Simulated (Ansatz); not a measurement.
**BN (slab): density, localisation and related maps**

```cif
data_structure
_symmetry_space_group_name_H-M 'P 1'
_symmetry_Int_Tables_number 1
_cell_length_a 2.5450
_cell_length_b 2.5450
_cell_length_c 26.0000
_cell_angle_alpha 90.000
_cell_angle_beta 90.000
_cell_angle_gamma 120.000
_cell_volume 145.84
loop_
_atom_site_label
_atom_site_type_symbol
_atom_site_fract_x
_atom_site_fract_y
_atom_site_fract_z
_atom_site_occupancy
B1 B 0.00000 0.00000 0.50000 1
N1 N 0.66667 0.33333 0.50000 1
```

These are results of DFT PBE+D3(BJ), scalar-relativistic, plane waves, PAW (Ansatz), not measurements.

Core electrons are frozen (PAW), and the valence fields are smoothed inside the atomic spheres.

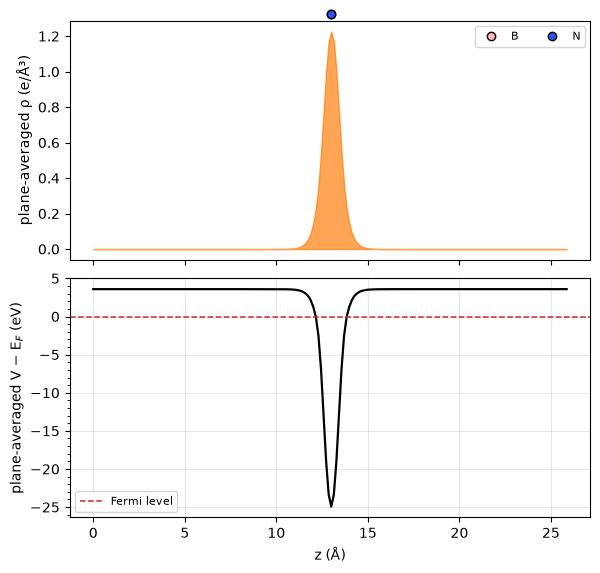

Figure 1. Plane average of the electrostatic potential energy of an electron and of the valence charge density (pseudo) across the slab. Circles mark the heights of the atoms.

Question: How far above the Fermi level of the calculation is the vacuum level?

Answer: 3.6 eV. The slab has a gap, so the Fermi level lies inside it and this isn't a work function in the metallic sense.

Question: How thick is the slab, and how wide the vacuum?

Answer: The outermost nuclei are 0.0 Å apart, in 1 atomic plane; the vacuum between periodic images is 26.0 Å wide.

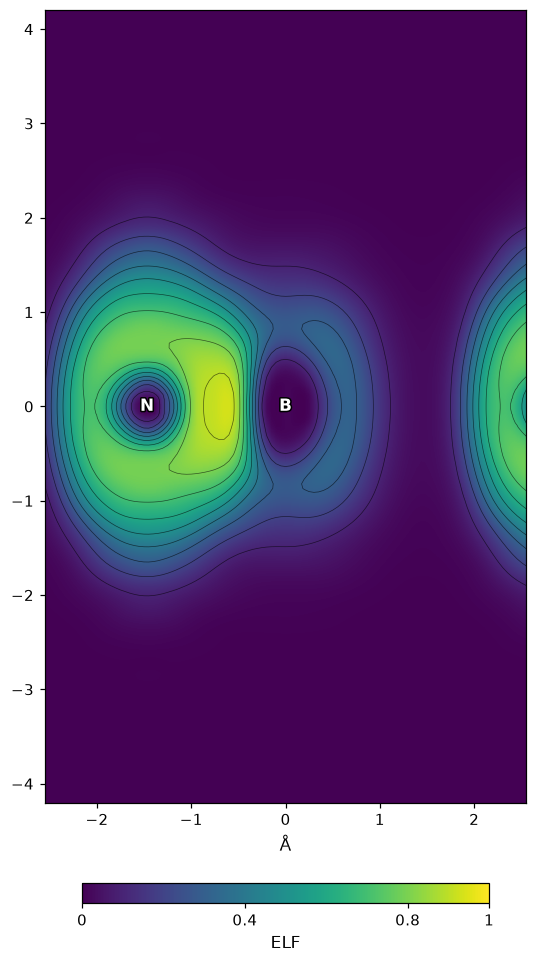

Figure 2. Electron localisation function on the (110) plane of the calculation cell, a cut from vacuum to vacuum.

Question: Describe what can be read from this map.

Answer:
- The section cuts through B and N sites.
- B–N (1.47 Å): the ELF peaks at about 0.95 between the atoms (a shared but strongly polarised pair).

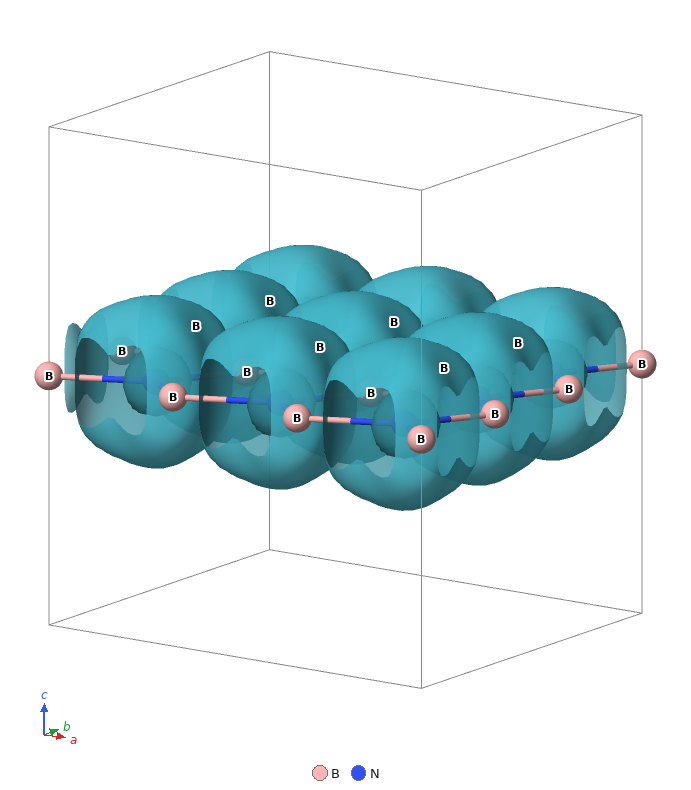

Figure 3. Isosurface of the ELF at 0.65 (cyan), seen slightly off an axis. Core shells and regions of very low density are left out. Sticks mark near contacts.

Question: Identify the bonds, lone pairs and shells in this picture.

Answer: The ELF exceeds this value in one region on N in which the atom's valence shell and bonds are merged, counted in one cell of 2 atoms. Counts are for one cell; the picture repeats the cell along the surface.
